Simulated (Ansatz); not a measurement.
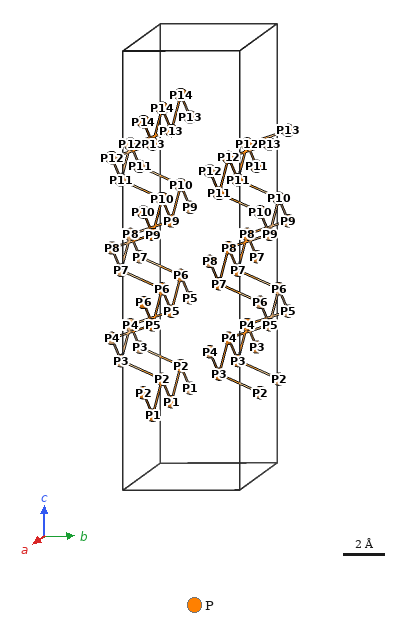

Fig. 1: The structure as given in the input (ball-and-stick view of the 2 × 1 repeat of the cell, with the vacuum cut short, seen slightly off an axis; neighbours outside the cell are drawn fainter; atoms are numbered from 1 in the order of the input).

**P: a failed or faulty run and its cure**

System: P (slab, 14 atoms in the cell).
Method of run 1: DFT, r2SCAN, plane waves, PAW, no spin polarisation (Ansatz 0.2.0).

The structure derives from an entry of the Crystallography Open Database. Some settings of this run were made unusual or wrong on purpose. Text and figures count atoms from 1; the logs count them from 0 in places.

Input, run 1:
```yaml
crystal:
  lattice:
    - [3.299601058, 0.0, 0.0]
    - [-1.649800529, 5.5099546393, 0.0]
    - [0.0, 0.0, 30.1377556143]
  atoms:
    - { symbol: P, position: [0.5954282128, 0.1908564256, 0.2488572837] }
    - { symbol: P, position: [0.0954282128, 0.1908564256, 0.2976951933] }
    - { symbol: P, position: [0.9045717872, 0.8091435744, 0.3244318709] }
    - { symbol: P, position: [0.4045717872, 0.8091435744, 0.3732697805] }
    - { symbol: P, position: [0.5954282128, 0.1908564256, 0.400006458] }
    - { symbol: P, position: [0.0954282128, 0.1908564256, 0.4488443677] }
    - { symbol: P, position: [0.9045717872, 0.8091435744, 0.4755810452] }
    - { symbol: P, position: [0.4045717872, 0.8091435744, 0.5244189548] }
    - { symbol: P, position: [0.5954282128, 0.1908564256, 0.5511556323] }
    - { symbol: P, position: [0.0954282128, 0.1908564256, 0.599993542] }
    - { symbol: P, position: [0.9045717872, 0.8091435744, 0.6267302195] }
    - { symbol: P, position: [0.4045717872, 0.8091435744, 0.6755681291] }
    - { symbol: P, position: [0.5954282128, 0.1908564256, 0.7023048067] }
    - { symbol: P, position: [0.0954282128, 0.1908564256, 0.7511427163] }
basis:
  ecutwfc: 500
  ecutrho_ratio: 1
kpoints:
  mp_grid: { grid: [11, 7, 1] }
hamiltonian:
  xc: r2scan
scf:
  occupations: { method: gaussian, width: 0.05 }
  max_iter: 75
output:
  forces: true
  eigenvalues: true
  stress: true
efield:
  axis: 3
  dipole_correction: true
  ramp_width: 0.04
```

Launched with:
```bash
ansatz run input.yaml --threads 1 --pin off --max-ram 2560MiB --backend cpu --events-out ev --progress --plain --runs-dir out
```

Hardware: 1 thread of AMD EPYC (Zen 3), 32 GiB of memory available, shared host.

Output, shortened to warnings, some set-up lines, iterations and results (run 1):
```
Warning: basis.ecutrho_ratio = 1 (ecutrho = 500 eV) is below the records' recommended 2000 eV
Warning: crystal.symmetry: narrowed to the stabiliser of the k-point mesh — unitary ops 2 → 1; excluded 1 operation that carries a point of the 11×7×1 mesh (shift [0, 0, 0]) off the mesh (the run samples exactly the mesh kpoints.mp_grid names, as under crystal.symmetry.detect: false, and its converged state has the mesh's symmetry, not the crystal's; ε∞, the Born charges and the force constants …
WARN: efield: at this solve's end the planar-averaged density reaches -1.82e-5 e/Å³ inside the ramp window [0.9468, 0.0532] (bound 1e-5 e/Å³); the window's nearer edge stands 5.90 Å from this solve's nearest atom along the axis. Its work functions, free energy, forces, stress, dipole, levels and responses can be off, and this figure does not tell by how much. A short vacuum, a low `basis.ecutwfc` …
Basis set: ecut = 500 eV, 13871 PW (Γ), exchange–correlation on 80×128×720 points (64 copies of the dense FFT grid, shifted against one another)
Symmetry: 1 space group operations
k-points: 39 of 77 (time reversal used)
Initial density: superposition of atomic densities (neutral atoms: chi_scale 0, normalization atom), corrected by the library's trained network
[...]
SCF iter   1: F=—  HF=-10626.589591 eV  |F-HF|=—  |Δ(HF+E_count)|=         —  Δρ=3.92e-3  dr2=1.18e-1  dr2_τ=1.38e-1  ethr=1.77e-3  p=0.000 e·Å  D=5.50e-14 V/Å  ΔV_dip=-0.00 …
SCF iter   2: F=—  HF=-10626.666866 eV  |F-HF|=—  |Δ(HF+E_count)|=   7.73e-2  Δρ=1.49e-3  dr2=3.87e-2  dr2_τ=4.70e-4  ethr=1.68e-4  p=-0.000 e·Å  D=-4.84e-7 V/Å  ΔV_dip=0.00 …
SCF iter   3: F=—  HF=-10626.663381 eV  |F-HF|=—  |Δ(HF+E_count)|=   3.49e-3  Δρ=6.60e-4  dr2=1.09e-2  dr2_τ=4.33e-5  ethr=5.52e-5  p=-0.000 e·Å  D=-1.94e-7 V/Å  ΔV_dip=0.00 …
SCF iter   4: F=—  HF=-10626.662372 eV  |F-HF|=—  |Δ(HF+E_count)|=   1.01e-3  Δρ=4.17e-4  dr2=3.57e-3  dr2_τ=1.68e-5  ethr=1.56e-5  p=-0.000 e·Å  D=-2.36e-7 V/Å  ΔV_dip=0.00 …
SCF iter   5: F=—  HF=-10626.662093 eV  |F-HF|=—  |Δ(HF+E_count)|=   2.78e-4  Δρ=2.64e-4  dr2=2.36e-3  dr2_τ=4.84e-6  ethr=5.10e-6  p=-0.000 e·Å  D=-2.82e-8 V/Å  ΔV_dip=0.00 …
SCF iter   6: F=—  HF=-10626.661891 eV  |F-HF|=—  |Δ(HF+E_count)|=   2.03e-4  Δρ=1.38e-4  dr2=5.58e-4  dr2_τ=5.24e-7  ethr=3.38e-6  p=0.000 e·Å  D=4.04e-8 V/Å  ΔV_dip=-0.00 …
SCF iter   7: F=—  HF=-10626.661840 eV  |F-HF|=—  |Δ(HF+E_count)|=   5.07e-5  Δρ=5.17e-5  dr2=3.48e-5  dr2_τ=2.79e-7  ethr=7.97e-7  p=0.000 e·Å  D=2.32e-7 V/Å  ΔV_dip=-0.00 …
SCF iter   8: F=—  HF=-10626.661856 eV  |F-HF|=—  |Δ(HF+E_count)|=   1.59e-5  Δρ=2.41e-5  dr2=9.05e-6  dr2_τ=5.34e-8  ethr=4.97e-8  p=0.000 e·Å  D=7.69e-8 V/Å  ΔV_dip=-0.00 …
SCF iter   9: F=—  HF=-10626.661858 eV  |F-HF|=—  |Δ(HF+E_count)|=   1.71e-6  Δρ=9.39e-6  dr2=1.44e-6  dr2_τ=1.09e-8  ethr=1.29e-8  p=0.000 e·Å  D=3.72e-8 V/Å  ΔV_dip=-0.00 …
SCF iter  10: F=—  HF=-10626.661858 eV  |F-HF|=—  |Δ(HF+E_count)|=   1.11e-7  Δρ=3.79e-6  dr2=1.60e-7  dr2_τ=1.23e-9  ethr=2.06e-9  p=0.000 e·Å  D=1.36e-7 V/Å  ΔV_dip=-0.00 …
SCF iter  11: F=-10626.661858 eV  HF=-10626.661858 eV  |F-HF|=3.34e-8  |Δ(HF+E_count)|=   8.54e-9  Δρ=2.06e-6  dr2=4.42e-8  dr2_τ=1.31e-10  ethr=1.43e-10  p=-0.000 e·Å  …
SCF 1 converged in 11 iterations: F = -10626.661858 eV  dr2 = 4.42e-8
SCF converged after 11 iterations
Free energy (F): -10626.661858 eV
Harris-Foulkes:  -10626.661858 eV  (|F-HF|=3.34e-8)
Internal energy: -10626.651793 eV  (E = F + TS)
E sigma→0 (E₀):  -10626.656825 eV
Entropy (-TS):   -0.010065 eV (-0.719 meV/atom)
Fermi energy:    0.697216 eV
Dipole field:    D = 0.000010 V/Å  (p = 0.000031 e·Å, saw-weighted, corrected)
Work function:   Φ+ = 5.4486 eV   Φ− = 5.4489 eV
Levels:          The Fermi level and band energies are counted from a zero that moves with the ramp; work functions are not
Vacuum region:   at the solve's end the planar-averaged density reaches -1.82e-5 e/Å³ inside the ramp window [0.9468, 0.0532] (bound 1e-5 e/Å³)
--- Per-component energies (eV) ---
  E_band       = -408.668704
  E_kinetic    = 970.854133
  E_local      = -27975.169319  (includes V_loc(G=0)·N_el)
  E_nonlocal   = 464.291427
  E_hartree    = 13550.262501
  E_xc         = -809.705713
  E_vxc        = -902.007124  (∫ρ·V_xc dr)
  E_paw        = -8060.204785  (= ΣΔE_a)
  E_vpaw       = -109.454842  (= ΣTr[D̂ρ^β])
  E_aug_tail   = 0.004972  (compensation charges beyond the density's cutoff)
  E_vtau       = 42.285380  (kinetic-family band-sum trace: ∫τ·v_τ [+ j·A + Jᵃ·Aᵃ] dr)
  E_efield     = 0.000000  (sawtooth field / dipole correction)
  E_vefield    = 0.000000  (∫n·V_field dr)
  E_ewald      = 11234.286782
  E_core_change = -1.271790  (= ΣΔE_core)
  E_smearing   = -0.010065  (= −TS)
  E_closure    = 0.000000  (closes the sum)
  Σ components = -10626.661858   (vs F -10626.661858, Δ=0.00e0)
--- Forces (eV/Å), atoms counted from 1 ---
  atom   1  P      0.00021787     0.04484989     1.37617750
  atom   2  P     -0.00015084     0.08071936    -1.39837443
  atom   3  P     -0.00000455    -0.04220195     0.16949378
  atom   4  P      0.00003123    -0.00457010     0.01838523
  atom   5  P     -0.00007612    -0.23886166    -0.06056451
  atom   6  P      0.00000411     0.18788013    -0.01433519
  atom   7  P      0.00003944    -0.02804867     0.00700532
  atom   8  P      0.00004135    -0.02804688    -0.00700212
  atom   9  P      0.00000546     0.18788422     0.01433257
  atom  10  P     -0.00007633    -0.23886287     0.06056812
  atom  11  P      0.00003315    -0.00456974    -0.01838795
  atom  12  P     -0.00000413    -0.04220322    -0.16949005
  atom  13  P     -0.00015195     0.08070978     1.39837354
  atom  14  P      0.00022092     0.04486162    -1.37618339
  max |Σ_I F_I| component: 4.60e-4 eV/Å
--- Stress (GPa, compression-positive) ---
       -0.968089       0.000097      -0.000000
        0.000097       0.119642       0.000003
       -0.000000       0.000003      -1.280342
  P = ⅓ Tr σ = -0.7096 GPa (-7.096 kbar)
[...]
```

**What went wrong, and how is the input to be mended?**

A setting was made wrong on purpose: a density cutoff under the waves' (`basis.ecutrho_ratio`). The density grid cannot represent the products of the waves. The run converged all the same; its numbers are those of the faulty input and shouldn't be used. The program warns: the cutoff is below the recommended one; the k-point mesh lowers the symmetry that the run can use; the density in the vacuum is higher than it should be, so vacuum levels may be off.

A run of the same system that converges differs from this input as follows (lines with − go, lines with + come):
```diff
-  ecutrho_ratio: 1
-  max_iter: 75
```

Output, shortened to warnings, some set-up lines, iterations and results (run 2):
```
Warning: crystal.symmetry: narrowed to the stabiliser of the k-point mesh — unitary ops 2 → 1; excluded 1 operation that carries a point of the 11×7×1 mesh (shift [0, 0, 0]) off the mesh (the run samples exactly the mesh kpoints.mp_grid names, as under crystal.symmetry.detect: false, and its converged state has the mesh's symmetry, not the crystal's; ε∞, the Born charges and the force constants …
Basis set: ecut = 500 eV, 13871 PW (Γ), exchange–correlation on 100×180×900 points (64 copies of the dense FFT grid, shifted against one another)
Symmetry: 1 space group operations
k-points: 39 of 77 (time reversal used)
Initial density: superposition of atomic densities (neutral atoms: chi_scale 0, normalization atom), corrected by the library's trained network
[...]
SCF iter   1: F=—  HF=-10626.239861 eV  |F-HF|=—  |Δ(HF+E_count)|=         —  Δρ=3.95e-3  dr2=1.19e-1  dr2_τ=1.09e-1  ethr=1.77e-3  p=0.000 e·Å  D=5.80e-14 V/Å  ΔV_dip=-0.00 …
SCF iter   2: F=—  HF=-10626.327353 eV  |F-HF|=—  |Δ(HF+E_count)|=   8.75e-2  Δρ=1.52e-3  dr2=4.07e-2  dr2_τ=4.81e-4  ethr=1.70e-4  p=-0.000 e·Å  D=-1.47e-6 V/Å  ΔV_dip=0.00 …
SCF iter   3: F=—  HF=-10626.324301 eV  |F-HF|=—  |Δ(HF+E_count)|=   3.05e-3  Δρ=6.70e-4  dr2=1.17e-2  dr2_τ=5.13e-5  ethr=5.81e-5  p=0.000 e·Å  D=1.07e-6 V/Å  ΔV_dip=-0.00 …
SCF iter   4: F=—  HF=-10626.323231 eV  |F-HF|=—  |Δ(HF+E_count)|=   1.07e-3  Δρ=4.25e-4  dr2=3.69e-3  dr2_τ=1.77e-5  ethr=1.68e-5  p=-0.000 e·Å  D=-3.17e-7 V/Å  ΔV_dip=0.00 …
SCF iter   5: F=—  HF=-10626.322941 eV  |F-HF|=—  |Δ(HF+E_count)|=   2.90e-4  Δρ=2.67e-4  dr2=2.39e-3  dr2_τ=4.81e-6  ethr=5.27e-6  p=0.000 e·Å  D=2.30e-7 V/Å  ΔV_dip=-0.00 …
SCF iter   6: F=—  HF=-10626.322743 eV  |F-HF|=—  |Δ(HF+E_count)|=   1.98e-4  Δρ=1.42e-4  dr2=5.86e-4  dr2_τ=9.01e-7  ethr=3.41e-6  p=0.000 e·Å  D=4.49e-7 V/Å  ΔV_dip=-0.00 …
SCF iter   7: F=—  HF=-10626.322690 eV  |F-HF|=—  |Δ(HF+E_count)|=   5.33e-5  Δρ=5.42e-5  dr2=3.60e-5  dr2_τ=4.02e-7  ethr=8.37e-7  p=0.000 e·Å  D=1.13e-7 V/Å  ΔV_dip=-0.00 …
SCF iter   8: F=—  HF=-10626.322611 eV  |F-HF|=—  |Δ(HF+E_count)|=   7.90e-5  Δρ=2.59e-5  dr2=9.83e-6  dr2_τ=7.49e-8  ethr=5.14e-8  p=0.000 e·Å  D=5.47e-8 V/Å  ΔV_dip=-0.00 …
SCF iter   9: F=—  HF=-10626.322613 eV  |F-HF|=—  |Δ(HF+E_count)|=   2.16e-6  Δρ=1.02e-5  dr2=1.71e-6  dr2_τ=1.32e-8  ethr=1.40e-8  p=-0.000 e·Å  D=-2.87e-9 V/Å  ΔV_dip=0.00 …
SCF iter  10: F=—  HF=-10626.322613 eV  |F-HF|=—  |Δ(HF+E_count)|=   1.00e-7  Δρ=4.30e-6  dr2=2.05e-7  dr2_τ=1.75e-9  ethr=2.45e-9  p=-0.000 e·Å  D=-3.88e-8 V/Å  ΔV_dip=0.00 …
SCF iter  11: F=-10626.322613 eV  HF=-10626.322613 eV  |F-HF|=3.39e-8  |Δ(HF+E_count)|=   1.22e-8  Δρ=2.39e-6  dr2=6.14e-8  dr2_τ=3.50e-10  ethr=1.43e-10  p=-0.000 e·Å  …
SCF 1 converged in 11 iterations: F = -10626.322613 eV  dr2 = 6.14e-8
SCF converged after 11 iterations
Free energy (F): -10626.322613 eV
Harris-Foulkes:  -10626.322613 eV  (|F-HF|=3.39e-8)
Internal energy: -10626.312510 eV  (E = F + TS)
E sigma→0 (E₀):  -10626.317562 eV
Entropy (-TS):   -0.010103 eV (-0.722 meV/atom)
Fermi energy:    0.693427 eV
Dipole field:    D = 0.000003 V/Å  (p = 0.000009 e·Å, saw-weighted, corrected)
Work function:   Φ+ = 5.4524 eV   Φ− = 5.4525 eV
Levels:          The Fermi level and band energies are counted from a zero that moves with the ramp; work functions are not
--- Per-component energies (eV) ---
  E_band       = -408.664506
  E_kinetic    = 969.781002
  E_local      = -27975.062265  (includes V_loc(G=0)·N_el)
  E_nonlocal   = 465.542117
  E_hartree    = 13550.083972
  E_xc         = -809.238707
  E_vxc        = -902.459691  (∫ρ·V_xc dr)
  E_paw        = -8060.433628  (= ΣΔE_a)
  E_vpaw       = -109.627299  (= ΣTr[D̂ρ^β])
  E_aug_tail   = 0.000007  (compensation charges beyond the density's cutoff)
  E_vtau       = 42.991646  (kinetic-family band-sum trace: ∫τ·v_τ [+ j·A + Jᵃ·Aᵃ] dr)
  E_efield     = 0.000000  (sawtooth field / dipole correction)
  E_vefield    = 0.000000  (∫n·V_field dr)
  E_ewald      = 11234.286782
  E_core_change = -1.271790  (= ΣΔE_core)
  E_smearing   = -0.010103  (= −TS)
  E_closure    = -0.000000  (closes the sum)
  Σ components = -10626.322613   (vs F -10626.322613, Δ=0.00e0)
--- Forces (eV/Å), atoms counted from 1 ---
  atom   1  P      0.00002004     0.04204872     1.39074491
  atom   2  P     -0.00005858     0.06939716    -1.42325051
  atom   3  P      0.00007167    -0.02540664     0.16112781
  atom   4  P     -0.00000237     0.00738835    -0.00861111
  atom   5  P     -0.00005755    -0.25097013    -0.06971600
  atom   6  P      0.00002304     0.17283490    -0.03117797
  atom   7  P      0.00000316    -0.01525703     0.00994527
  atom   8  P      0.00000325    -0.01526238    -0.00994277
  atom   9  P      0.00002311     0.17283655     0.03117936
  atom  10  P     -0.00005766    -0.25097106     0.06971425
  atom  11  P     -0.00000232     0.00738784     0.00861171
  atom  12  P      0.00007164    -0.02540557    -0.16112965
  atom  13  P     -0.00005865     0.06939587     1.42325124
  atom  14  P      0.00002005     0.04204914    -1.39074499
  max |Σ_I F_I| component: 6.57e-5 eV/Å
--- Stress (GPa, compression-positive) ---
       -0.981416       0.000086       0.000000
        0.000086      -0.037038       0.000000
        0.000000       0.000000      -1.413894
  P = ⅓ Tr σ = -0.8108 GPa (-8.108 kbar)
```

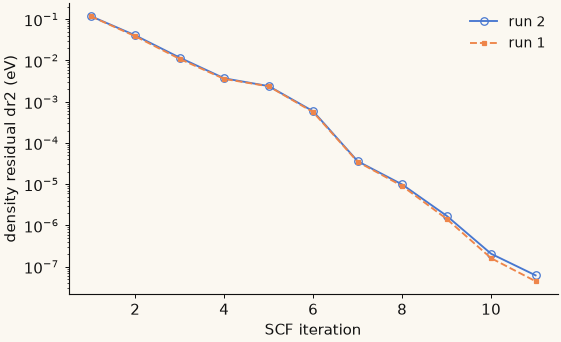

Fig. 2: Convergence of the two runs: density residual dr2 against the SCF iteration. Run 2 takes 11 iterations in all, and run 1 takes 11.

The two runs side by side:

| quantity | run 1 | run 2 |
| --- | --- | --- |
| outcome | converged | converged |
| free energy per atom (eV) | −759.0473 | −759.0230 |
| energy per atom, smearing taken to zero (eV) | −759.0469 | −759.0227 |
| gap on the mesh (eV) | 0.00 | 0.00 |
| work function (eV) | – | 5.45 |
| largest force (eV/Å) | 1.401 | 1.425 |
| SCF iterations | 11 | 11 |
| irreducible k-points | 39 | 39 |
| plane waves at Γ | 13871 | 13871 |
| wall time (shared host) | 2.6 min | 3.4 min |

The free energy of run 2 is 24.2 meV per atom higher, which comes mainly from the change of cutoff or grids; a solver setting shouldn't move a converged energy. The largest force goes from 1.401 to 1.425 eV/Å. The number of SCF iterations is the same.

Notes on run 2: Warnings of the run: the k-point mesh lowers the symmetry that the run can use.
